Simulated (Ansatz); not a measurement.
## Run report: WSe2, geometry relaxation (part 3 of 3)

The same run, continued: WSe2 (P1, 9 atoms in the cell); DFT r2SCAN, scalar-relativistic, plane waves, PAW, no spin polarisation (Ansatz 0.2.0); cutoff 500 eV, 6×6×1 k-mesh, Gaussian smearing of 0.05 eV. The structure derives from a Materials Project entry. It belongs to a series of runs on one base structure; here: all atoms moved at random, sigma 0.1 A a component; relaxed back.

Geometry of the input (Å; fractional positions):
```
3.3144  0.0000  0.0000
-1.6572  2.8704  0.0000
0.0000  0.0000  29.8001
W  0.6626  0.3467  0.0030
W  0.3161  0.6352  0.7729
W  0.3339  0.6844  0.2340
Se 0.3288  0.6663  0.0542
Se 0.6717  0.3824  0.8245
Se 0.6533  0.3212  0.2785
Se 0.3861  0.6782  0.9426
Se 0.6611  0.3031  0.7141
Se 0.6530  0.3158  0.1762
```

### Output, continued
```
  k-point 0: bands = ["-69.8524", "-69.8512", "-69.8512", "-42.3169", "-42.3168", "-42.3161", "-42.3161", "-42.3141", "-42.3141", "-42.3140", "-42.3140", "-42.3112", "-42.3112", "-42.3111", "-42.3111", "-42.2848", "-42.2848", "-42.2833", "-42.2833", "-42.2818", "-42.2817", "-42.2817", "-42.2817", "-42.2768", "-42.2768", "-42.2768", "-42.2768", "-42.2705", "-42.2679", "-42.2671", "-42.2670", "-42.2610", "-42.2610", "-33.4798", "-33.4782", "-33.4782", "-33.3701", "-33.3699", "-33.3691", "-33.3691", "-33.3690", "-33.3689", "-9.3630", "-9.3216", "-9.2813", "-8.0327", "-7.9576", "-7.8895", "-0.5975", "-0.3629", "-0.1167", "3.2612", "3.5183", "3.5190", "3.5211", "3.5219", "3.5238", "3.5247", "3.8095", "4.4516", "4.6797", "4.6816", "4.6888", "4.6906", "4.6967", "4.6987", "5.5896", "5.9451", "6.2011", "9.1392", "9.1409", "9.1503", "9.1511", "9.1588", "9.1592", "9.2959", "9.2970", "9.3335", "9.3352", "9.3625", "9.3647", "11.0182", "11.2104"]
  k-point 1: bands = ["-69.8498", "-69.8486", "-69.8486", "-42.3166", "-42.3163", "-42.3157", "-42.3150", "-42.3140", "-42.3140", "-42.3129", "-42.3129", "-42.3112", "-42.3112", "-42.3100", "-42.3100", "-42.2850", "-42.2849", "-42.2840", "-42.2834", "-42.2821", "-42.2821", "-42.2819", "-42.2819", "-42.2773", "-42.2773", "-42.2770", "-42.2770", "-42.2700", "-42.2673", "-42.2666", "-42.2665", "-42.2605", "-42.2604", "-33.4673", "-33.4658", "-33.4657", "-33.4287", "-33.4278", "-33.4277", "-33.3837", "-33.3827", "-33.3827", "-8.9504", "-8.9099", "-8.8704", "-7.8249", "-7.7573", "-7.6968", "-0.0874", "0.1415", "0.3866", "2.4413", "2.4520", "2.4631", "2.6988", "2.9991", "3.2260", "3.8937", "3.9011", "3.9085", "4.0776", "4.0902", "4.1012", "4.4869", "4.6419", "4.9055", "5.4559", "5.6104", "5.7003", "8.2531", "8.4165", "8.6154", "8.7706", "8.8357", "8.8837", "8.9088", "8.9272", "8.9935", "9.7282", "9.7670", "9.7972", "11.7103", "12.0485"]
  k-point 2: bands = ["-69.8446", "-69.8434", "-69.8434", "-42.3169", "-42.3161", "-42.3141", "-42.3141", "-42.3133", "-42.3127", "-42.3112", "-42.3112", "-42.3106", "-42.3105", "-42.3077", "-42.3077", "-42.2854", "-42.2854", "-42.2853", "-42.2836", "-42.2830", "-42.2829", "-42.2823", "-42.2822", "-42.2783", "-42.2782", "-42.2773", "-42.2773", "-42.2690", "-42.2661", "-42.2655", "-42.2654", "-42.2593", "-42.2593", "-33.5444", "-33.5435", "-33.5434", "-33.4423", "-33.4408", "-33.4407", "-33.4107", "-33.4097", "-33.4097", "-7.9618", "-7.9282", "-7.8957", "-7.3377", "-7.2926", "-7.2543", "0.3144", "0.3859", "0.4504", "1.2316", "1.3249", "1.5142", "1.5375", "1.6778", "1.6990", "3.2074", "3.2229", "3.2373", "3.8802", "4.0370", "4.2069", "4.6265", "4.6522", "4.6754", "4.7851", "4.8439", "4.8863", "8.2119", "8.4056", "8.4382", "8.4705", "8.5000", "8.6285", "9.3883", "9.6525", "9.9365", "10.4097", "10.4969", "10.5736", "12.3620", "12.5731"]
  k-point 19: bands = ["-69.8420", "-69.8408", "-69.8408", "-42.3172", "-42.3158", "-42.3143", "-42.3142", "-42.3121", "-42.3116", "-42.3111", "-42.3111", "-42.3095", "-42.3094", "-42.3066", "-42.3066", "-42.2861", "-42.2857", "-42.2855", "-42.2838", "-42.2834", "-42.2834", "-42.2825", "-42.2824", "-42.2787", "-42.2787", "-42.2774", "-42.2774", "-42.2685", "-42.2655", "-42.2650", "-42.2649", "-42.2587", "-42.2587", "-33.6014", "-33.6005", "-33.6005", "-33.4298", "-33.4282", "-33.4282", "-33.4241", "-33.4231", "-33.4231", "-7.3183", "-7.2992", "-7.2823", "-7.0361", "-7.0160", "-7.0009", "-0.5501", "-0.4967", "-0.4473", "0.7555", "0.7960", "0.8344", "1.5553", "1.7056", "1.8377", "2.8612", "2.8777", "2.8931", "3.7850", "3.8243", "3.8555", "4.9278", "4.9695", "5.0073", "5.0081", "5.0424", "5.0646", "8.5600", "8.5684", "8.5757", "8.8880", "8.9619", "9.0204", "9.8412", "10.0959", "10.4255", "10.5930", "10.7034", "10.7190", "10.8040", "10.9254"]
--- Relaxed structure (6 steps of the walk, 5 accepted, 1 SCFs on fresh bases) ---
  F+E_penalty+E_count = -64066.11905880 eV   max|allowed force component| = 3.472e-3 eV/Å   (the final SCF, on the basis selected at the relaxed cell)
  cell:  # Å, volume = 284.4256 Å³
    - [3.3151956648758545, 9.890118041186124e-5, 0.00930976823787245]
    - [-1.6575121814532137, 2.8707855919107823, -0.010920177231340675]
    - [0.08370441566695998, -0.06504595005610746, 29.88524049425615]
  atoms:
    - { symbol: W, position: [0.6680953682605612, 0.3342916487510376, -3.983846244042461e-5] }
    - { symbol: W, position: [0.3373511870893565, 0.6599214894861649, 0.7706969260158374] }
    - { symbol: W, position: [0.3278659803202385, 0.672417559632852, 0.22934359880124472] }
    - { symbol: Se, position: [0.33318569851211155, 0.6701722698341553, 0.05556762199307445] }
    - { symbol: Se, position: [0.6691451430447942, 0.32910961580065723, 0.8263077323791398] }
    - { symbol: Se, position: [0.659662575102604, 0.3417049857313975, 0.28491345812464175] }
    - { symbol: Se, position: [0.3361936226032614, 0.6650085702324037, 0.9443524074007332] }
    - { symbol: Se, position: [0.6723028504396559, 0.32411605534001164, 0.7151258671491656] }
    - { symbol: Se, position: [0.6628642413274166, 0.33659113849131894, 0.17373222669860347] }
```

### Trajectory as extended XYZ (Å, eV, eV/Å), 7 frames, from step=1 to step=7
```
9
Lattice="3.3144 0.0000 0.0000 -1.6572 2.8704 0.0000 0.0000 0.0000 29.8001" Properties=species:S:1:pos:R:3:forces:R:3 step=1 energy=-64063.96109 pressure_GPa=5.46
W     1.6217    0.9951    0.0896    1.5437  -0.5812  -3.7109
W    -0.0051    1.8234   23.0336   -0.7091   2.5046  -3.9573
W    -0.0275    1.9644    6.9719    0.1475  -2.6026  -7.3496
Se   -0.0143    1.9126    1.6158   -0.3154   0.4223   2.3065
Se    1.5926    1.0977   24.5699    0.9851  -2.3323   2.8621
Se    1.6330    0.9220    8.2989   -0.0653   1.8029   7.4190
Se    0.1559    1.9468   28.0887   -1.2379   0.1608   1.4152
Se    1.6888    0.8701   21.2804   -0.2658  -0.1759   1.0968
Se    1.6411    0.9063    5.2517   -0.0829   0.8014  -0.0820
9
Lattice="3.3177 0.0016 0.0153 -1.6575 2.8711 -0.0176 0.1374 -0.1038 29.9955" Properties=species:S:1:pos:R:3:forces:R:3 step=2 energy=-64066.02849 pressure_GPa=-0.01
W     1.6893    0.9828   -0.0174    0.1614  -0.0064   0.8793
W     0.0974    1.8213   23.0845   -0.0954  -0.0896   0.8911
W     0.0105    1.8901    6.8589   -0.0452  -0.2999   0.8922
Se    0.0045    1.9221    1.6685    0.1497   0.1795  -0.5085
Se    1.7290    0.9309   24.7910    0.1811  -0.4667  -0.4582
Se    1.6700    0.9105    8.5527   -0.0651   0.2573  -0.2916
Se    0.2101    1.8494   28.3304   -0.3198  -0.1735  -0.3672
Se    1.7733    0.8024   21.4620   -0.0761   0.5530  -0.4305
Se    1.6656    0.9244    5.2460    0.1093   0.0462  -0.6068
9
Lattice="3.3126 -0.0005 0.0112 -1.6568 2.8702 -0.0135 0.1010 -0.0823 29.8955" Properties=species:S:1:pos:R:3:forces:R:3 step=3 energy=-64066.11872 pressure_GPa=0.05
W     1.6719    0.9705    0.0079    0.0064   0.0036  -0.0030
W     0.0873    1.8338   23.0293   -0.0038  -0.0051  -0.0042
W    -0.0026    1.8969    6.8510   -0.0055  -0.0079  -0.0033
Se    0.0103    1.9321    1.6618   -0.0027  -0.0022   0.0048
Se    1.7378    0.8817   24.6999    0.0045  -0.0039   0.0043
Se    1.6479    0.9438    8.5205    0.0025   0.0052   0.0008
Se    0.1227    1.8412   28.2329   -0.0070  -0.0044  -0.0044
Se    1.7490    0.8712   21.3760    0.0029   0.0084   0.0016
Se    1.6591    0.9348    5.1964    0.0026   0.0063   0.0034
9
Lattice="3.3189 0.0009 0.0099 -1.6587 2.8719 -0.0117 0.0894 -0.0701 29.8909" Properties=species:S:1:pos:R:3:forces:R:3 step=4 energy=-64066.11850 pressure_GPa=-0.03 accepted=F
W     1.6661    0.9636   -0.0001   -0.0107  -0.0084  -0.0006
W     0.0898    1.8422   23.0318    0.0082   0.0055  -0.0026
W    -0.0061    1.9114    6.8530    0.0069   0.0122  -0.0009
Se    0.0016    1.9239    1.6524    0.0026   0.0024   0.0230
Se    1.7449    0.8893   24.6988   -0.0042  -0.0005   0.0225
Se    1.6485    0.9591    8.5190   -0.0024  -0.0058   0.0189
Se    0.1002    1.8459   28.2239    0.0068   0.0050  -0.0210
Se    1.7544    0.8821   21.3803   -0.0021  -0.0055  -0.0193
Se    1.6587    0.9513    5.2002   -0.0050  -0.0047  -0.0200
9
Lattice="3.3148 0.0000 0.0102 -1.6574 2.8707 -0.0121 0.0916 -0.0731 29.8901" Properties=species:S:1:pos:R:3:forces:R:3 step=5 energy=-64066.11887 pressure_GPa=0.00
W     1.6684    0.9666    0.0048   -0.0013  -0.0011  -0.0016
W     0.0861    1.8400   23.0283    0.0009  -0.0002  -0.0019
W    -0.0054    1.9049    6.8505    0.0000   0.0007  -0.0027
Se    0.0058    1.9276    1.6592    0.0005  -0.0018   0.0008
Se    1.7384    0.8873   24.6977    0.0021  -0.0019   0.0023
Se    1.6468    0.9521    8.5186    0.0015  -0.0004   0.0033
Se    0.1077    1.8464   28.2255   -0.0015   0.0009  -0.0002
Se    1.7486    0.8788   21.3749   -0.0004   0.0016   0.0005
Se    1.6573    0.9438    5.1959   -0.0018   0.0021  -0.0006
9
Lattice="3.3152 0.0001 0.0093 -1.6575 2.8708 -0.0109 0.0837 -0.0650 29.8852" Properties=species:S:1:pos:R:3:forces:R:3 step=6 energy=-64066.11895 pressure_GPa=-0.00
W     1.6608    0.9597    0.0014   -0.0034  -0.0016   0.0000
W     0.0891    1.8444   23.0284    0.0019   0.0006  -0.0004
W    -0.0084    1.9155    6.8497    0.0014   0.0035  -0.0005
Se   -0.0016    1.9203    1.6564    0.0015  -0.0016   0.0010
Se    1.7420    0.8911   24.6970    0.0006  -0.0001   0.0011
Se    1.6444    0.9625    8.5171    0.0012  -0.0025   0.0015
Se    0.0913    1.8477   28.2181    0.0012   0.0026  -0.0004
Se    1.7514    0.8840   21.3744   -0.0013  -0.0010  -0.0009
Se    1.6542    0.9550    5.1945   -0.0031   0.0001  -0.0013
9
Lattice="3.3152 0.0001 0.0093 -1.6575 2.8708 -0.0109 0.0837 -0.0650 29.8852" Properties=species:S:1:pos:R:3:forces:R:3 step=7 energy=-64066.11906 pressure_GPa=-0.00
W     1.6608    0.9597    0.0014   -0.0033  -0.0016   0.0000
W     0.0891    1.8444   23.0284    0.0019   0.0006  -0.0004
W    -0.0084    1.9155    6.8497    0.0014   0.0035  -0.0005
Se   -0.0016    1.9203    1.6564    0.0015  -0.0016   0.0009
Se    1.7420    0.8911   24.6970    0.0006  -0.0001   0.0011
Se    1.6444    0.9625    8.5171    0.0012  -0.0025   0.0015
Se    0.0913    1.8477   28.2181    0.0012   0.0026  -0.0004
Se    1.7514    0.8840   21.3744   -0.0013  -0.0010  -0.0009
Se    1.6542    0.9550    5.1945   -0.0031   0.0001  -0.0013
```

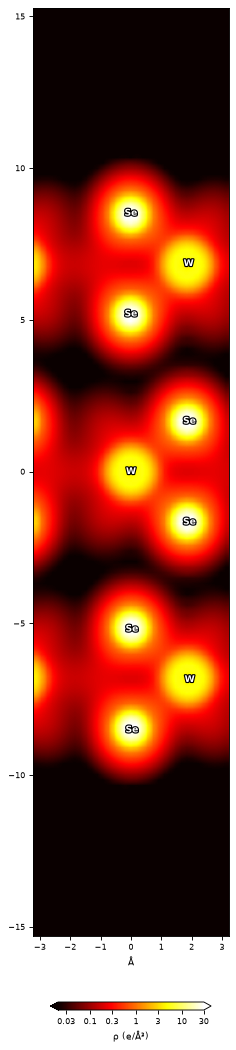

Valence charge density (pseudo) on the (010) plane of the conventional cell. W–Se (2.53 Å): the density is about 0.56 e/Å³ at the midpoint. The density dies away to nearly zero in the voids. In a PAW calculation such maps are meaningful between the atoms, not at the nuclei.

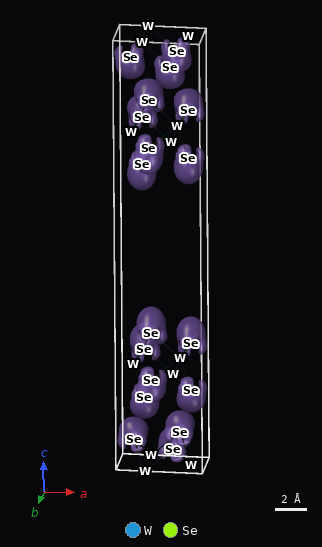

Isosurface of the ELF at 0.75 (purple), seen at an oblique angle. Only the valence region is drawn (cores and ρ < 0.01 e/Å³ removed). Sticks mark near contacts. The outline is the cell set on symmetry axes. Values along the shortest contacts: W–Se (2.53 Å): the ELF is about 0.55 at the midpoint.

### Summary

| quantity | value |
| --- | --- |
| outcome | converged |
| space group (tolerance 0.01 Å) | P1 (1) |
| electrons treated | 138 |
| free energy | −64066.1191 eV |
| Fermi energy | 6.954 eV |
| gap on the k-point mesh | 1.51 eV |
| pressure | 0.00 GPa |
| final volume | 284.43 Å³ |
| largest force (length of the vector) at the end | 0.004 eV/Å |
| final cell | a = 3.315 Å, b = 3.315 Å, c = 29.885 Å, α = 90.38°, β = 89.68°, γ = 120.00° |
| wall time | 14 min (CPU time 26 min) |
| peak memory | 1.3 GiB |

### Remarks

Warnings of the run: the exchange-correlation potential is rough where the density is thin. Spin–orbit coupling is left out, which matters for W.
